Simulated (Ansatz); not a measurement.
PtS$_{4}$: geometry relaxation (part 2 of 2)

Continued. System: PtS$_{4}$ (slab, 5 atoms in the cell). Method: DFT PBEsol, scalar-relativistic, plane waves, PAW, no spin polarisation (Ansatz 0.2.0); cutoff 420 eV, 12×12×1 k-mesh, Gaussian smearing of 0.05 eV. The structure derives from an entry of the Crystallography Open Database. It belongs to a series of runs on one base structure; here: (0 0 1) slab, atoms relaxed.

Geometry of the input (Å; fractional positions):
```
3.5713  0.0000  0.0000
-1.7857  3.0929  0.0000
0.0000  0.0000  22.1434
S  0.3333  0.6667  0.3387
S  0.6667  0.3333  0.4460
Pt 0.0000  0.0000  0.5000
S  0.3333  0.6667  0.5540
S  0.6667  0.3333  0.6613
```

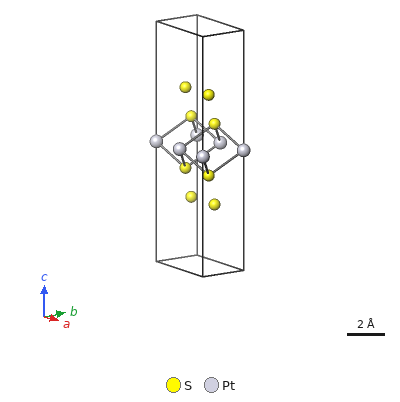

**Figure 1.** The geometry at step 3 of the log (ball-and-stick view of the 2 × 1 repeat of the cell, with the vacuum cut short, seen slightly off an axis).

Log, continued
```
SCF iter   1: F=—  HF=-15920.992115 eV  |F-HF|=—  |Δ(HF+E_count)|=         —  Δρ=1.58e-3  dr2=4.16e-3  ethr=6.79e-5  p=0.000 e·Å  D=5.42e-8 V/Å  ΔV_dip=-0.00 eV  dr2_dipole=8.58e-14  V_vac-E_F(+/−)=6.02/6.02 eV  ⟨swp⟩=4.8  Hψ=1687  notcnv=0  defer=7
efield: sawtooth ramp at fractional position 0.9800 (handed on by an earlier solve), width 0.0400; the density the first Hamiltonian is built on has a dipole p = 0.000 e·Å; the dipole correction subtracts the counter field D = 5.42e-8 V/Å, which shifts the + side's vacuum level by -0.00 eV against the − side's; the planar-averaged density in the ramp window peaks in size at 1.4e-6 e/Å³
preconditioner: auto → LDOS  [metal: Δε(μ)=0.028 eV  Ē_g=7.899 eV  σ=0.050 eV  W_gap=0.30  n_scr=20 (ndim 8)  ℏωp=13.8 eV  f_vac=0.590  D(μ)=4.11/eV (n_scr^D=12)  β→1.0]
SCF iter   2: F=—  HF=-15920.991940 eV  |F-HF|=—  |Δ(HF+E_count)|=   1.75e-4  Δρ=5.49e-4  dr2=1.31e-3  ethr=9.90e-6  p=-0.000 e·Å  D=-3.84e-8 V/Å  ΔV_dip=0.00 eV  dr2_dipole=7.10e-13  V_vac-E_F(+/−)=6.02/6.02 eV  ⟨swp⟩=2.9  Hψ=1043  notcnv=0  defer=7
SCF iter   3: F=—  HF=-15920.991838 eV  |F-HF|=—  |Δ(HF+E_count)|=   1.02e-4  Δρ=3.45e-4  dr2=5.43e-4  ethr=3.12e-6  p=-0.000 e·Å  D=-3.49e-8 V/Å  ΔV_dip=0.00 eV  dr2_dipole=2.43e-13  V_vac-E_F(+/−)=6.03/6.03 eV  ⟨swp⟩=2.2  Hψ=749  notcnv=0  defer=7
SCF iter   4: F=—  HF=-15920.991792 eV  |F-HF|=—  |Δ(HF+E_count)|=   4.56e-5  Δρ=1.26e-4  dr2=9.16e-5  ethr=1.29e-6  p=-0.000 e·Å  D=-2.68e-8 V/Å  ΔV_dip=0.00 eV  dr2_dipole=2.15e-15  V_vac-E_F(+/−)=6.03/6.03 eV  ⟨swp⟩=1.4  Hψ=536  notcnv=0  defer=7
SCF iter   5: F=—  HF=-15920.991787 eV  |F-HF|=—  |Δ(HF+E_count)|=   5.79e-6  Δρ=3.65e-5  dr2=7.42e-6  ethr=2.18e-7  p=0.000 e·Å  D=3.12e-9 V/Å  ΔV_dip=-0.00 eV  dr2_dipole=1.58e-14  V_vac-E_F(+/−)=6.03/6.03 eV  ⟨swp⟩=2.2  Hψ=652  notcnv=0  defer=7
SCF iter   6: F=-15920.991786 eV  HF=-15920.991787 eV  |F-HF|=2.24e-7  |Δ(HF+E_count)|=   1.01e-7  Δρ=6.52e-6  dr2=3.34e-7  ethr=1.74e-8  p=0.000 e·Å  D=1.27e-8 V/Å  ΔV_dip=-0.00 eV  dr2_dipole=8.76e-16  V_vac-E_F(+/−)=6.03/6.03 eV  ⟨swp⟩=16.4  Hψ=4807  notcnv=0
SCF 6 converged in 6 iterations: F = -15920.991786 eV  dr2 = 3.34e-7
relax step   6: F+E_penalty+E_count = -15920.99178632 eV  Δ(F+E_penalty+E_count) = -2.358e-2 eV  max|allowed force component| = 1.805e-2 eV/Å  Δτ_max = 0.0728 Å  (6 SCF iters, dr2 threshold 7.31e-6 eV, accepted)
iter 1 solved again at ethr=7.99e-10 eV; its pass at ethr=3.10e-3 eV (dr2=3.35e-7 eV) is discarded
SCF iter   1: F=—  HF=-15920.991786 eV  |F-HF|=—  |Δ(HF+E_count)|=         —  Δρ=6.57e-6  dr2=3.36e-7  ethr=7.99e-10  p=0.000 e·Å  D=1.27e-8 V/Å  ΔV_dip=-0.00 eV  dr2_dipole=5.41e-14  V_vac-E_F(+/−)=6.03/6.03 eV  ⟨swp⟩=1.0  Hψ=1444  notcnv=0
efield: sawtooth ramp at fractional position 0.9800 (handed on by an earlier solve), width 0.0400; the density the first Hamiltonian is built on has a dipole p = 0.000 e·Å; the dipole correction subtracts the counter field D = 1.27e-8 V/Å, which shifts the + side's vacuum level by -0.00 eV against the − side's; the planar-averaged density in the ramp window peaks in size at 1.3e-6 e/Å³
preconditioner: auto → LDOS  [metal: Δε(μ)=0.029 eV  Ē_g=7.896 eV  σ=0.050 eV  W_gap=0.31  n_scr=20 (ndim 8)  ℏωp=13.8 eV  f_vac=0.589  D(μ)=4.10/eV (n_scr^D=12)  β→1.0]
SCF iter   2: F=-15920.991787 eV  HF=-15920.991787 eV  |F-HF|=2.20e-8  |Δ(HF+E_count)|=   8.17e-7  Δρ=4.07e-6  dr2=5.99e-8  ethr=2.38e-10  p=0.000 e·Å  D=6.57e-9 V/Å  ΔV_dip=-0.00 eV  dr2_dipole=8.81e-14  V_vac-E_F(+/−)=6.03/6.03 eV  ⟨swp⟩=8.6  Hψ=3950  notcnv=0
SCF 7 converged in 2 iterations: F = -15920.991787 eV  dr2 = 5.99e-8
relax step   7: F+E_penalty+E_count = -15920.99178655 eV  Δ(F+E_penalty+E_count) = -2.249e-7 eV  max|allowed force component| = 1.834e-2 eV/Å  Δτ_max = 0.0000 Å  (2 SCF iters, accepted)
```

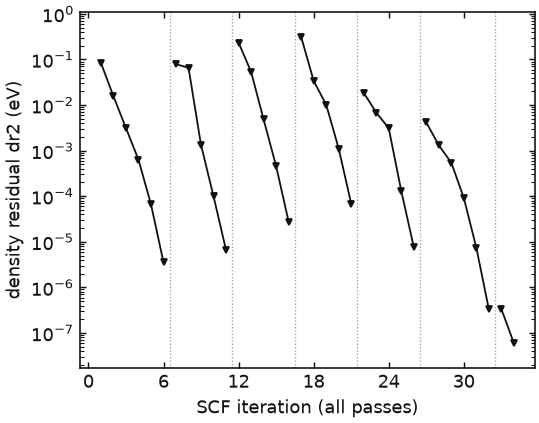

**Figure 2.** Convergence of the self-consistent field: density residual dr2 against the SCF iteration. The dotted lines part the SCF passes of the relaxation: geometry steps, rejected trials and re-solves on a re-selected basis. The 7 passes take 2 to 6 iterations each, 34 in all.

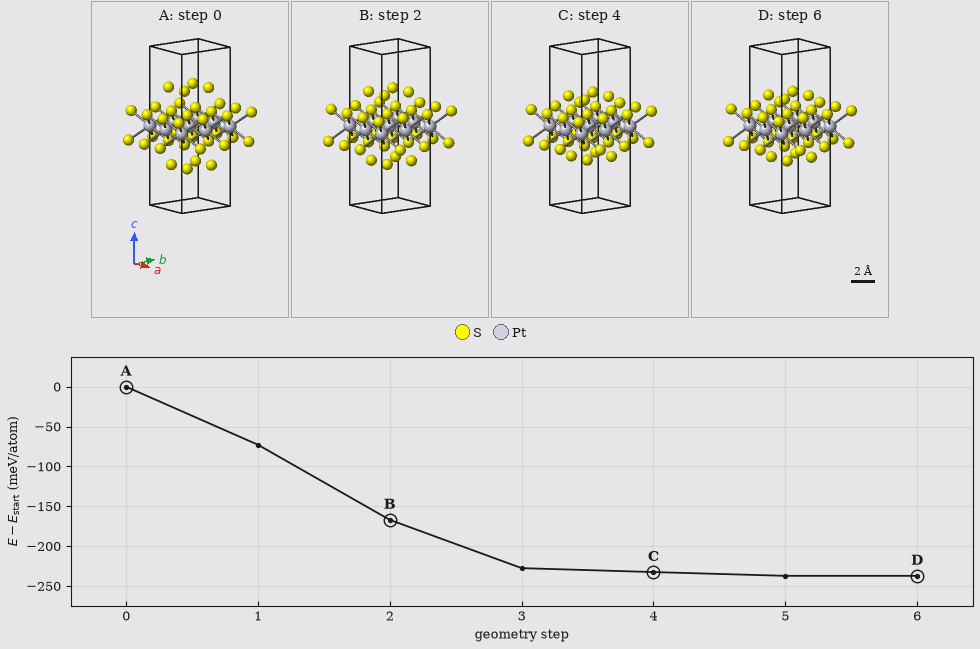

**Figure 3.** Frames of the relaxation (ball-and-stick view of the 2 × 2 repeat of the cell, with the vacuum cut short, with bonded neighbours outside it, seen slightly off an axis) above the curves, on which the letters mark them (the first geometry is step 0 here and step 1 in the log).

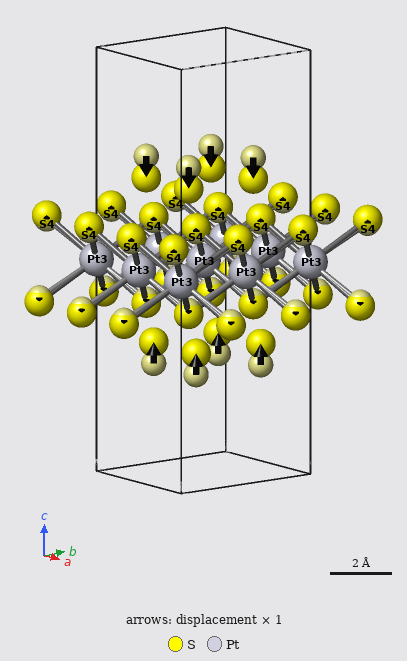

**Figure 4.** Start (faint) and end (solid) with the displacements as black arrows, at true length (ball-and-stick view of the 2 × 2 repeat of the cell, with the vacuum cut short, with bonded neighbours outside it, seen slightly off an axis). The largest moves, 0.71 Å, are those of S1 and S5. Pt stays in place. The cell doesn't change. Among the contacts that change: Pt3–S4 2.384 → 2.449 Å. Among the angles that change: S2–Pt3–S2 97.0° → 93.6°, Pt3–S2–Pt3 97.0° → 93.6°, S2–Pt3–S4 83.0° → 86.4°. After 6 geometry steps the energy has fallen by 237 meV per atom. Largest force component: 0.82 eV/Å at the start, 0.018 eV/Å at the end. (Atoms are counted from 1 in the order of the input.)

```
WARN: The input density's exchange-correlation potential varies sharply where the density is thin. Do not read a vacuum level from v_tot or v_xc, or from such a field of the output density. On a cell that repeats whose density bears no net charge and no dipole along the vacuum's axis use v_es (v_loc + v_h of the components); under efield.dipole_correction with no amplitude use v_es + v_field, which holds any external_charges[].barrier, or the levels of the report's work_function block, which leave it out; under a non-zero efield.amplitude the vacuum is tilted and has no level; on a cell that repeats and bears such a dipole with no correction it is tilted too, and efield.dipole_correction with no amplitude gives each side of its ramp a level where efield: is served; in a cell that repeats whose density bears a net charge (total_charge, or a fill off its count) it is curved and has none; of a slab under crystal.periodic whose density bears no net charge use v_es, which has a level on each side, short of where the two are joined; of another it falls or rises all the way out and has none; of a slab beside external_charges read slab_vacuum_level instead, which it has where they leave it neutral. The grid or the basis barely resolves most such structure, and the values can differ between equally converged runs; as a rule a tighter scf.convergence.dr2_threshold does not remove it. Where the density itself ripples (under the LDA too) a higher basis.ecutwfc lessens it. The files hold the spikes' plane waves up to the density's cutoff. Files: v_tot and the like, and their columns of v_z.tsv (output.write_potential); v_xc and the like, and their columns of v_comp_z.tsv (output.write_potential_components); where files of the output density stand in their place, no point of their own thin density is over the threshold below, and this is of outcome.potential() and, of a run that writes arrays (npy), the arrays of these names. Measured: with its Gaussian average of σ = 0.25 Å subtracted twice, the exchange-correlation potential is over 0.1 eV at 32 of the grid points where the equally averaged density (valence and model cores) is under 1e-3 e/Å³, and 0.140 eV at the most among them, at an averaged density of 1.1e-8 e/Å³. See output.write_potential in the manual, Limitations
SCF converged after 2 iterations
Free energy (F): -15920.991787 eV
Harris-Foulkes:  -15920.991787 eV  (|F-HF|=2.20e-8)
Internal energy: -15920.986660 eV  (E = F + TS)
E sigma→0 (E₀):  -15920.989223 eV
Entropy (-TS):   -0.005126 eV (-1.025 meV/atom)
Fermi energy:    -0.327731 eV
Dipole field:    D = 0.000000 V/Å  (p = 0.000000 e·Å, saw-weighted, corrected)
Work function:   Φ+ = 6.0296 eV   Φ− = 6.0296 eV
Levels:          The Fermi level and band energies are counted from a zero that moves with the ramp; work functions are not
--- Per-component energies (eV) ---
  E_band       = -721.320231
  E_kinetic    = 1054.577934
  E_local      = -31045.795398  (includes V_loc(G=0)·N_el)
  E_nonlocal   = 319.887974
  E_hartree    = 14953.302823
  E_xc         = -639.391098
  E_vxc        = -644.837085  (∫ρ·V_xc dr)
  E_paw        = -11652.784224  (= ΣΔE_a)
  E_vpaw       = -311.788252  (= ΣTr[D̂ρ^β])
  E_aug_tail   = 0.000196  (compensation charges beyond the density's cutoff)
  E_efield     = 0.000000  (sawtooth field / dipole correction)
  E_vefield    = -0.000000  (∫n·V_field dr)
  E_ewald      = 11088.680355
  E_core_change = 0.534778  (= ΣΔE_core)
  E_smearing   = -0.005126  (= −TS)
  E_closure    = -0.000000  (closes the sum)
  Σ components = -15920.991787   (vs F -15920.991787, Δ=0.00e0)
--- Forces (eV/Å), atoms counted from 1 ---
  atom   1  S      0.00000000     0.00000000    -0.01261183
  atom   2  S      0.00000000     0.00000000     0.01834072
  atom   3  Pt    -0.00000000     0.00000000    -0.00000542
  atom   4  S     -0.00000000     0.00000000    -0.01834259
  atom   5  S     -0.00000000    -0.00000000     0.01261928
  max |Σ_I F_I| component: 1.50e-7 eV/Å
--- Band table (eV; the first three rows and the last of 19) ---
  k-point 0: bands = ["-98.9851", "-53.2050", "-53.2050", "-53.1480", "-16.2576", "-15.3507", "-12.1251", "-11.0547", "-6.3584", "-6.3584", "-6.1549", "-3.6532", "-3.6532", "-2.9763", "-2.9049", "-2.9049", "-2.2858", "-1.3421", "-1.3421", "-1.2245", "-0.3847", "-0.2576", "-0.2576", "1.7360", "1.7360", "4.4006"]
  k-point 1: bands = ["-98.9851", "-53.2063", "-53.2053", "-53.1478", "-16.1736", "-15.2951", "-12.0821", "-11.1169", "-6.3623", "-6.3219", "-6.1529", "-4.0935", "-3.9098", "-3.1515", "-2.9183", "-2.6880", "-2.1643", "-1.9787", "-1.4767", "-0.7113", "-0.5390", "-0.1896", "0.1873", "1.6092", "1.7714", "4.6451"]
  k-point 2: bands = ["-98.9850", "-53.2099", "-53.2062", "-53.1473", "-15.9282", "-15.1343", "-11.9758", "-11.2899", "-6.3714", "-6.2328", "-6.2290", "-4.9474", "-4.2911", "-3.3690", "-3.2552", "-2.4696", "-2.1526", "-2.1093", "-1.7068", "-1.1727", "-0.0704", "0.0284", "0.3691", "1.7345", "1.8359", "5.1354"]
  k-point 18: bands = ["-98.9847", "-53.2190", "-53.2190", "-53.1450", "-14.0247", "-14.0247", "-12.2844", "-12.2844", "-7.3553", "-6.3604", "-6.3604", "-5.8606", "-5.8606", "-5.7776", "-3.2256", "-2.5184", "-2.5184", "-2.1399", "-1.7862", "-1.7862", "-0.8403", "0.1530", "0.1530", "2.4490", "2.4490", "5.0240"]
--- Relaxed structure (7 steps of the walk, 7 accepted, 0 SCFs on fresh bases) ---
  F+E_penalty+E_count = -15920.99178655 eV   max|allowed force component| = 1.834e-2 eV/Å
  atoms:
    - { symbol: S, position: [0.3333333333333333, 0.6666666666666666, 0.3706502414675503] }
    - { symbol: S, position: [0.6666666666666666, 0.3333333333333333, 0.4403022425011774] }
    - { symbol: Pt, position: [9.39622491420684e-24, -8.468747038434694e-34, 0.500000020474812] }
    - { symbol: S, position: [0.3333333333333333, 0.6666666666666666, 0.5596977790991364] }
    - { symbol: S, position: [0.6666666666666666, 0.3333333333333333, 0.6293497164573242] }
```

Trajectory as extended XYZ (Å, eV, eV/Å), 7 frames, from step=1 to step=7
```
5
Lattice="3.5713 0.0000 0.0000 -1.7857 3.0929 0.0000 0.0000 0.0000 22.1434" Properties=species:S:1:pos:R:3:forces:R:3 step=1 energy=-15919.80602
S     0.0000    2.0619    7.5000    0.0000   0.0000   0.7417
S     1.7857    1.0310    9.8751    0.0000   0.0000  -0.8158
Pt    0.0000    0.0000   11.0717    0.0000   0.0000   0.0000
S     0.0000    2.0619   12.2683    0.0000   0.0000   0.8159
S     1.7857    1.0310   14.6434    0.0000   0.0000  -0.7417
5
Lattice="3.5713 0.0000 0.0000 -1.7857 3.0929 0.0000 0.0000 0.0000 22.1434" Properties=species:S:1:pos:R:3:forces:R:3 step=2 energy=-15920.16991
S     0.0000    2.0619    7.6957    0.0000   0.0000   0.8795
S     1.7857    1.0310    9.8476    0.0000   0.0000  -0.8758
Pt    0.0000    0.0000   11.0717    0.0000   0.0000   0.0000
S     0.0000    2.0619   12.2958    0.0000   0.0000   0.8758
S     1.7857    1.0310   14.4477    0.0000   0.0000  -0.8795
5
Lattice="3.5713 0.0000 0.0000 -1.7857 3.0929 0.0000 0.0000 0.0000 22.1434" Properties=species:S:1:pos:R:3:forces:R:3 step=3 energy=-15920.64072
S     0.0000    2.0619    7.8907    0.0000   0.0000   0.9013
S     1.7857    1.0310    9.7644    0.0000   0.0000  -0.5501
Pt    0.0000    0.0000   11.0717    0.0000   0.0000   0.0000
S     0.0000    2.0619   12.3790    0.0000   0.0000   0.5501
S     1.7857    1.0310   14.2527    0.0000   0.0000  -0.9013
5
Lattice="3.5713 0.0000 0.0000 -1.7857 3.0929 0.0000 0.0000 0.0000 22.1434" Properties=species:S:1:pos:R:3:forces:R:3 step=4 energy=-15920.94351
S     0.0000    2.0619    8.0857    0.0000   0.0000   0.3489
S     1.7857    1.0310    9.6994    0.0000   0.0000   0.0937
Pt    0.0000    0.0000   11.0717    0.0000   0.0000   0.0000
S     0.0000    2.0619   12.4440    0.0000   0.0000  -0.0937
S     1.7857    1.0310   14.0577    0.0000   0.0000  -0.3489
5
Lattice="3.5713 0.0000 0.0000 -1.7857 3.0929 0.0000 0.0000 0.0000 22.1434" Properties=species:S:1:pos:R:3:forces:R:3 step=5 energy=-15920.96820
S     0.0000    2.0619    8.2803    0.0000   0.0000  -0.2209
S     1.7857    1.0310    9.7923    0.0000   0.0000  -0.1833
Pt    0.0000    0.0000   11.0717    0.0000   0.0000   0.0000
S     0.0000    2.0619   12.3511    0.0000   0.0000   0.1833
S     1.7857    1.0310   13.8631    0.0000   0.0000   0.2209
5
Lattice="3.5713 0.0000 0.0000 -1.7857 3.0929 0.0000 0.0000 0.0000 22.1434" Properties=species:S:1:pos:R:3:forces:R:3 step=6 energy=-15920.99179
S     0.0000    2.0619    8.2075    0.0000   0.0000  -0.0125
S     1.7857    1.0310    9.7498    0.0000   0.0000   0.0181
Pt    0.0000    0.0000   11.0717    0.0000   0.0000   0.0000
S     0.0000    2.0619   12.3936    0.0000   0.0000  -0.0181
S     1.7857    1.0310   13.9359    0.0000   0.0000   0.0125
5
Lattice="3.5713 0.0000 0.0000 -1.7857 3.0929 0.0000 0.0000 0.0000 22.1434" Properties=species:S:1:pos:R:3:forces:R:3 step=7 energy=-15920.99179
S     0.0000    2.0619    8.2075    0.0000   0.0000  -0.0126
S     1.7857    1.0310    9.7498    0.0000   0.0000   0.0183
Pt    0.0000    0.0000   11.0717    0.0000   0.0000   0.0000
S     0.0000    2.0619   12.3936    0.0000   0.0000  -0.0183
S     1.7857    1.0310   13.9359    0.0000   0.0000   0.0126
```

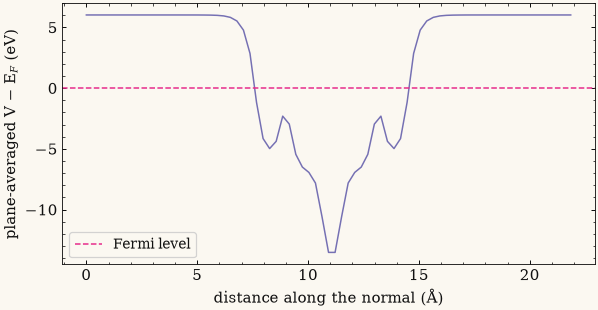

**Figure 5.** Plane average of the electrostatic potential energy of an electron across the cell, from the Fermi level. The vacuum level lies 6.03 eV above the Fermi level.

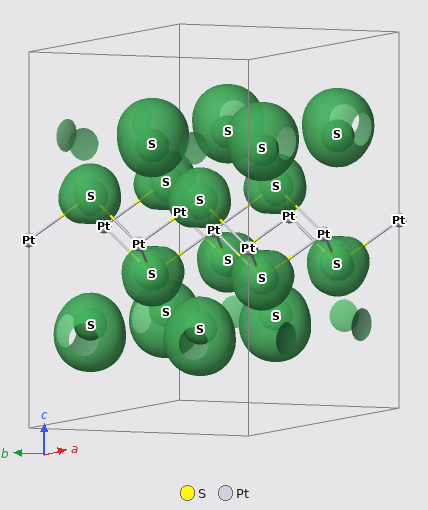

**Figure 6.** Isosurface of the ELF at 0.7 (green), seen at an oblique angle. Only the valence region is drawn (cores and ρ < 0.01 e/Å³ removed). Sticks mark near contacts. Counts are for one cell; the picture repeats the cell along the surface. Along the contacts the grid gives the following. Pt–S (2.45 Å): the ELF is about 0.40 at the midpoint. In a PAW calculation such maps are meaningful between the atoms, not at the nuclei.

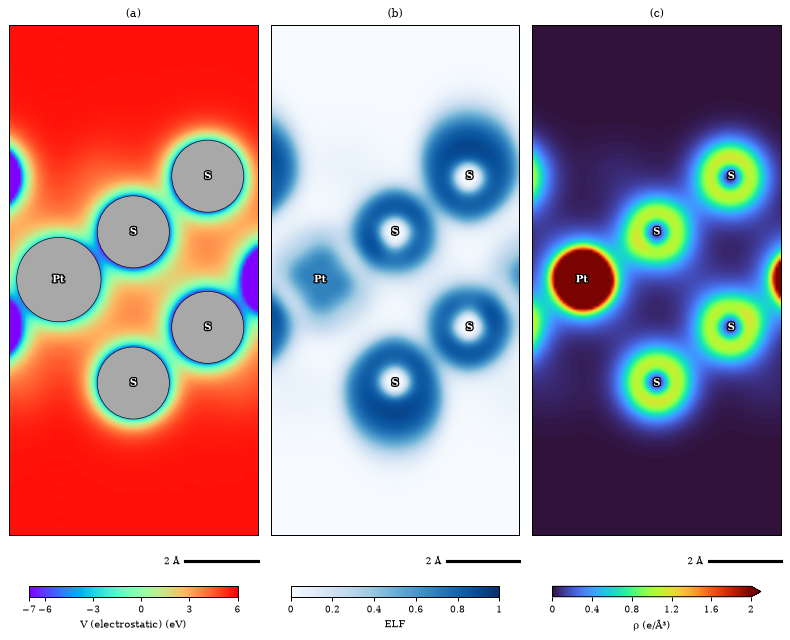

**Figure 7.** (a) electrostatic potential (local pseudopotential plus Hartree) felt by an electron; (b) electron localisation function; (c) valence pseudo-density on the (110) plane of the calculation cell, a cut from vacuum to vacuum. Grey discs, where drawn, cover atomic cores. Atoms in the plane: S and Pt. Pt–S (2.45 Å): ρ is about 0.59 e/Å³ halfway; the ELF is about 0.40 at the midpoint. The density dies away to nearly zero in the vacuum. The strong features right at Pt lie inside the PAW spheres (semicore, d or f shells) and say nothing about bonding.
